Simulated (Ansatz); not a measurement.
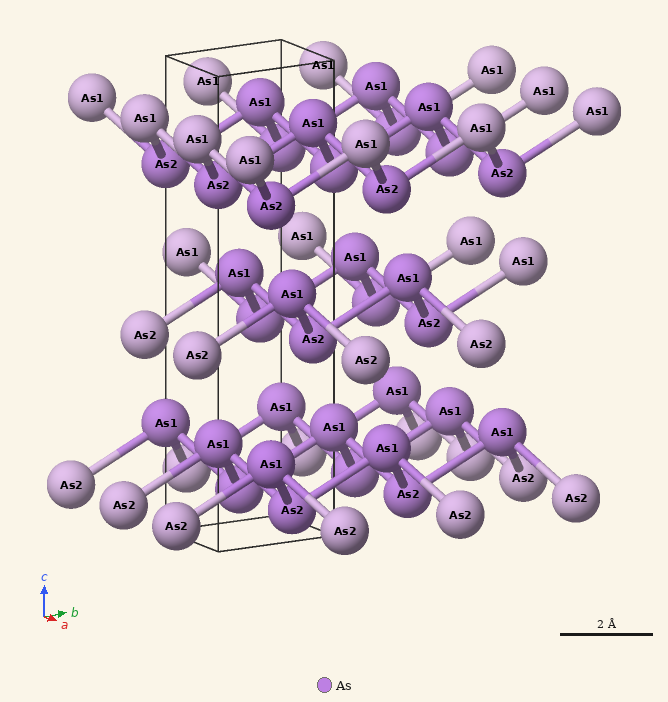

**Figure 1.** The structure as given in the input (ball-and-stick view of the cell 3 times as large as that of the calculation, set on its symmetry axes, repeated 2 × 2 × 1, seen slightly off an axis; neighbours outside the cell are drawn fainter; atoms are numbered from 1 in the order of the input). Near neighbours in the crystal (not all of them lie inside the picture): As has 3 As at 2.52 Å.

**Two runs on As**

System: As (R-3m, 2 atoms in the cell).
Method of run 1: DFT, LDA, PAW with Ansatz's default frozen-core files, scalar-relativistic, no spin polarisation (Ansatz 0.2.0).

The structure derives from an entry of the Crystallography Open Database. Text and figures count atoms from 1; the logs count them from 0 in places.

Input file, run 1:
```yaml
crystal:
  lattice:
    - [1.8797494575, 1.0852738553, 3.48577]
    - [-1.8797494575, 1.0852738553, 3.48577]
    - [0.0, -2.1705477106, 3.48577]
  atoms:
    - { symbol: As, position: [0.22754, 0.22754, 0.22754] }
    - { symbol: As, position: [0.77246, 0.77246, 0.77246] }
kpoints:
  mp_grid: { grid: [11, 11, 11] }
  band_path:
    path:
      - [0.0, 0.0, 0.0]
      - [0.5, 0.5, 0.5]
      - [0.768709909, 0.231290091, 0.5]
      - [0.5, -0.231290091, 0.231290091]
      - [0.5, 0.0, 0.0]
      - [0.0, 0.0, 0.0]
      - [0.3656450455, -0.3656450455, 0.0]
      - [0.6343549545, 0.0, 0.3656450455]
      - [0.5, 0.0, 0.5]
    npoints: 5
scf:
  occupations: { method: fermi_dirac, width: 0.03 }
hamiltonian:
  xc: lda
  pseudopotentials: { kind: paw }
output:
  forces: true
  stress: true
  eigenvalues: true
  efg: { contact_densities: true }
```

Hardware: 1 thread of an x86-64 CPU, shared host.

Output, shortened to warnings, some set-up lines, iterations and results (run 1):
```
Basis set: ecut = 420 eV, 845 PW (Γ)
Symmetry: 12 space group operations
k-points: 146 of 1331
Initial density: superposition of atomic densities (neutral atoms: chi_scale 0, normalization atom), corrected by the library's trained network
[...]
SCF iter   1: F=—  HF=-9547.334297 eV  |F-HF|=—  |Δ(HF+E_count)|=         —  Δρ=4.90e-3  dr2=4.81e-3  ethr=1.77e-3  ⟨swp⟩=5.9  Hψ=13014  notcnv=0
SCF iter   2: F=—  HF=-9547.332057 eV  |F-HF|=—  |Δ(HF+E_count)|=   2.24e-3  Δρ=2.22e-3  dr2=8.16e-4  ethr=1.60e-5  ⟨swp⟩=2.2  Hψ=5454  notcnv=0
SCF iter   3: F=—  HF=-9547.331778 eV  |F-HF|=—  |Δ(HF+E_count)|=   2.79e-4  Δρ=1.95e-4  dr2=1.35e-5  ethr=2.72e-6  ⟨swp⟩=2.1  Hψ=4891  notcnv=0
SCF iter   4: F=—  HF=-9547.331766 eV  |F-HF|=—  |Δ(HF+E_count)|=   1.26e-5  Δρ=7.78e-5  dr2=1.28e-6  ethr=4.50e-8  ⟨swp⟩=2.0  Hψ=4965  notcnv=0
SCF iter   5: F=—  HF=-9547.331766 eV  |F-HF|=—  |Δ(HF+E_count)|=   4.88e-8  Δρ=2.24e-5  dr2=1.38e-7  ethr=4.27e-9  ⟨swp⟩=2.0  Hψ=3479  notcnv=0
SCF iter   6: F=-9547.331766 eV  HF=-9547.331766 eV  |F-HF|=1.92e-8  |Δ(HF+E_count)|=   2.39e-8  Δρ=4.46e-6  dr2=4.66e-9  ethr=3.33e-10  ⟨swp⟩=4.0  Hψ=8479  notcnv=0
SCF 1 converged in 6 iterations: F = -9547.331766 eV  dr2 = 4.66e-9
NSCF: frozen V_eff on 41 k-points
SCF converged after 6 iterations
Free energy (F): -9547.331766 eV
Harris-Foulkes:  -9547.331766 eV  (|F-HF|=1.92e-8)
Internal energy: -9547.331533 eV  (E = F + TS)
E sigma→0 (E₀):  -9547.331649 eV
Entropy (-TS):   -0.000233 eV (-0.117 meV/atom)
Fermi energy:    10.607493 eV
--- Per-component energies (eV) ---
  E_band       = -474.367472
  E_kinetic    = 206.456745
  E_local      = -3332.377373  (includes V_loc(G=0)·N_el)
  E_nonlocal   = -1330.891756
  E_hartree    = 1843.083840
  E_xc         = -158.308818
  E_vxc        = -159.531360  (∫ρ·V_xc dr)
  E_paw        = -3506.100521  (= ΣΔE_a)
  E_vpaw       = 455.803595  (= ΣTr[D̂ρ^β])
  E_aug_tail   = 0.000018  (compensation charges beyond the density's cutoff)
  E_ewald      = -3273.344127
  E_core_change = 4.150460  (= ΣΔE_core)
  E_smearing   = -0.000233  (= −TS)
  E_closure    = 0.000000  (closes the sum)
  Σ components = -9547.331766   (vs F -9547.331766, Δ=0.00e0)
--- Forces (eV/Å), atoms counted from 1 ---
  atom   1  As     0.00000000    -0.00000000     0.06583834
  atom   2  As    -0.00000000     0.00000000    -0.06583834
  max |Σ_I F_I| component: 1.39e-17 eV/Å
--- Stress (GPa, compression-positive) ---
       -1.219533       0.000000      -0.000000
        0.000000      -1.219533       0.000000
       -0.000000       0.000000      -2.218853
  P = ⅓ Tr σ = -1.5526 GPa (-15.526 kbar)
--- PAW observables at the nuclei: V_zz in 10²¹ V/m², potentials from the cell's mean, atoms counted from 1 ---
  atom   1  As V_zz =    -4.732457   η = 0.0000   by run symmetry: allowed
            electrostatic potential = -4515.506975 V   contact ρ = 234378.102076 e/Å³
  atom   2  As V_zz =    -4.732457   η = 0.0000   by run symmetry: allowed
            electrostatic potential = -4515.506975 V   contact ρ = 234378.102076 e/Å³
```

The input of run 2 differs as follows (lines with − go, lines with + come):
```diff
-  xc: lda
+  xc: r2scan
```

Predict how the results change.

The total energies belong to different methods, so their difference says nothing on which is more stable or more accurate. The pressure goes from −1.55 to 1.71 GPa. The functional changes from LDA to r2SCAN. The number of SCF iterations is the same. The default cutoff goes from 420 to 500 eV with the change. The plane waves at Γ go from 845 to 1099.

Output, shortened to warnings, some set-up lines, iterations and results (run 2):
```
Basis set: ecut = 500 eV, 1099 PW (Γ), exchange–correlation on 120×120×120 points (64 copies of the dense FFT grid, shifted against one another)
Symmetry: 12 space group operations
k-points: 146 of 1331
Initial density: superposition of atomic densities (neutral atoms: chi_scale 0, normalization atom), corrected by the library's trained network
[...]
SCF iter   1: F=—  HF=-9729.107065 eV  |F-HF|=—  |Δ(HF+E_count)|=         —  Δρ=3.71e-3  dr2=5.74e-3  dr2_τ=2.51e-3  ethr=1.77e-3  ⟨swp⟩=5.8  Hψ=12944  notcnv=0
SCF iter   2: F=—  HF=-9729.117967 eV  |F-HF|=—  |Δ(HF+E_count)|=   1.09e-2  Δρ=1.71e-3  dr2=8.12e-4  dr2_τ=1.63e-5  ethr=1.91e-5  ⟨swp⟩=2.0  Hψ=6716  notcnv=0
SCF iter   3: F=—  HF=-9729.118402 eV  |F-HF|=—  |Δ(HF+E_count)|=   4.35e-4  Δρ=7.56e-4  dr2=1.51e-4  dr2_τ=2.79e-6  ethr=2.71e-6  ⟨swp⟩=2.0  Hψ=3370  notcnv=0
SCF iter   4: F=—  HF=-9729.118512 eV  |F-HF|=—  |Δ(HF+E_count)|=   1.11e-4  Δρ=9.04e-5  dr2=3.67e-6  dr2_τ=1.36e-7  ethr=5.04e-7  ⟨swp⟩=2.0  Hψ=3505  notcnv=0
SCF iter   5: F=—  HF=-9729.118512 eV  |F-HF|=—  |Δ(HF+E_count)|=   8.23e-8  Δρ=1.91e-5  dr2=5.21e-8  dr2_τ=2.74e-9  ethr=1.22e-8  ⟨swp⟩=2.2  Hψ=4671  notcnv=0
SCF iter   6: F=-9729.118512 eV  HF=-9729.118512 eV  |F-HF|=7.59e-10  |Δ(HF+E_count)|=   7.66e-8  Δρ=1.76e-6  dr2=6.72e-10  dr2_τ=2.41e-11  ethr=1.74e-10  ⟨swp⟩=2.3  Hψ=9144  …
SCF 1 converged in 6 iterations: F = -9729.118512 eV  dr2 = 6.72e-10
NSCF: frozen V_eff on 41 k-points
SCF converged after 6 iterations
Free energy (F): -9729.118512 eV
Harris-Foulkes:  -9729.118512 eV  (|F-HF|=7.59e-10)
Internal energy: -9729.118159 eV  (E = F + TS)
E sigma→0 (E₀):  -9729.118336 eV
Entropy (-TS):   -0.000353 eV (-0.177 meV/atom)
Fermi energy:    10.976630 eV
--- Per-component energies (eV) ---
  E_band       = -486.077442
  E_kinetic    = 205.168339
  E_local      = -3317.056525  (includes V_loc(G=0)·N_el)
  E_nonlocal   = -1340.412485
  E_hartree    = 1842.083027
  E_xc         = -148.485734
  E_vxc        = -169.100748  (∫ρ·V_xc dr)
  E_paw        = -3694.155827  (= ΣΔE_a)
  E_vpaw       = 442.212160  (= ΣTr[D̂ρ^β])
  E_aug_tail   = -0.000012  (compensation charges beyond the density's cutoff)
  E_vtau       = 8.945788  (kinetic-family band-sum trace: ∫τ·v_τ [+ j·A + Jᵃ·Aᵃ] dr)
  E_ewald      = -3273.344127
  E_core_change = -2.914816  (= ΣΔE_core)
  E_smearing   = -0.000353  (= −TS)
  E_closure    = 0.000000  (closes the sum)
  Σ components = -9729.118512   (vs F -9729.118512, Δ=0.00e0)
--- Forces (eV/Å), atoms counted from 1 ---
  atom   1  As     0.00000000    -0.00000000    -0.06285938
  atom   2  As     0.00000000     0.00000000     0.06285938
  max |Σ_I F_I| component: 2.31e-18 eV/Å
--- Stress (GPa, compression-positive) ---
        1.731892       0.000000      -0.000000
        0.000000       1.731892       0.000000
       -0.000000       0.000000       1.656741
  P = ⅓ Tr σ = 1.7068 GPa (17.068 kbar)
--- PAW observables at the nuclei: V_zz in 10²¹ V/m², potentials from the cell's mean, atoms counted from 1 ---
  atom   1  As V_zz =    -6.224946   η = 0.0000   by run symmetry: allowed
            electrostatic potential = -4516.002374 V   contact ρ = 235318.376657 e/Å³
  atom   2  As V_zz =    -6.224946   η = 0.0000   by run symmetry: allowed
            electrostatic potential = -4516.002374 V   contact ρ = 235318.376657 e/Å³
```

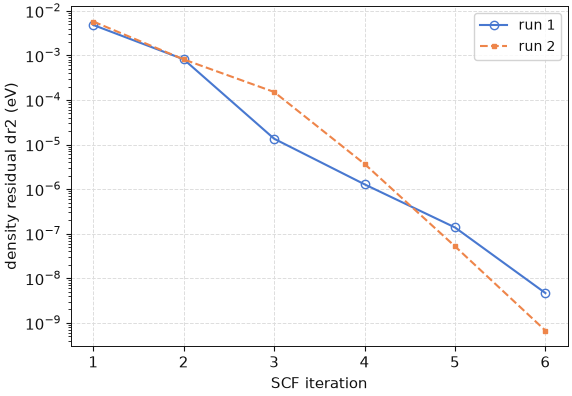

**Figure 2.** Convergence of the two runs: density residual dr2 against the SCF iteration. Run 1 takes 6 iterations in all, and run 2 takes 6.

The two runs side by side:

| quantity | run 1 | run 2 |
| --- | --- | --- |
| outcome | converged | converged |
| free energy per atom (eV) | −4773.6659 | −4864.5593 |
| pressure (GPa) | −1.55 | 1.71 |
| largest force (eV/Å) | 0.066 | 0.063 |
| SCF iterations | 6 | 6 |
| irreducible k-points | 146 | 146 |
| plane waves at Γ | 845 | 1099 |
| wall time (shared host) | 8.2 s | 16 s |
